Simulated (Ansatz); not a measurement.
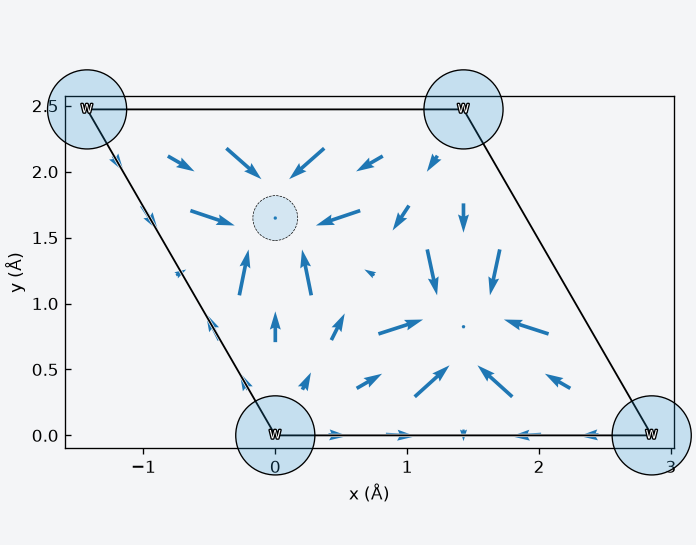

S on a W(111) slab cut from the Fm-3m phase, its upper half relaxed before the scan (3 atoms of substrate and one adsorbate in a 1 × 1 cell). S is moved over the surface cell; relaxed at each place: the height of the adsorbate's atoms; substrate rigid; the origin of the map has the adsorbate above W3. Places are given modulo a cell vector. The map is drawn in real space over the plane of the surface. The scan uses a 6 × 6 grid; 10 points were computed and 26 follow by symmetry. With one adsorbate in each 1 × 1 cell, its nearest image is 2.9 Å away, so neighbouring adsorbates interact. All numbers below come from Ansatz 0.2.0, DFT PBE, scalar-relativistic, plane waves, PAW. Settings: cutoff 420 eV, k-mesh 9×9×1, gaussian smearing 0.1 eV, no spin polarisation.

In the figure: arrows along the force (downhill), their lengths compressed, labelled circles for the atoms of the top layer and small ones for the second layer, the outline of one cell of the plane.

Question: The arrows alone are given. Where are the wells?

Answer: The arrows converge at a threefold hollow over a second-layer W atom, (2/6, 4/6) of the cell vectors; a threefold hollow over a third-layer W atom, (4/6, 2/6) of the cell vectors (0.038 eV up) (read from the interpolated surface).

The energy map of the same scan:

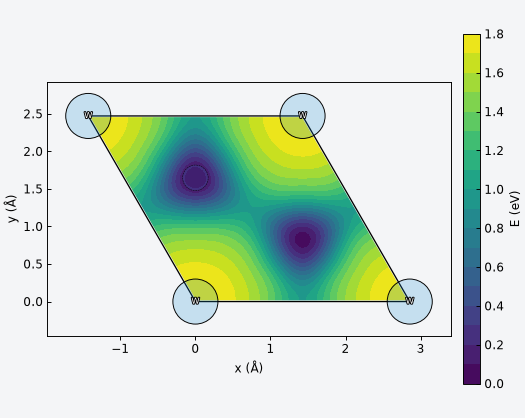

Energies are in eV, from the lowest grid point; between grid points the surface is interpolated.

PAW datasets: the set soft_1.
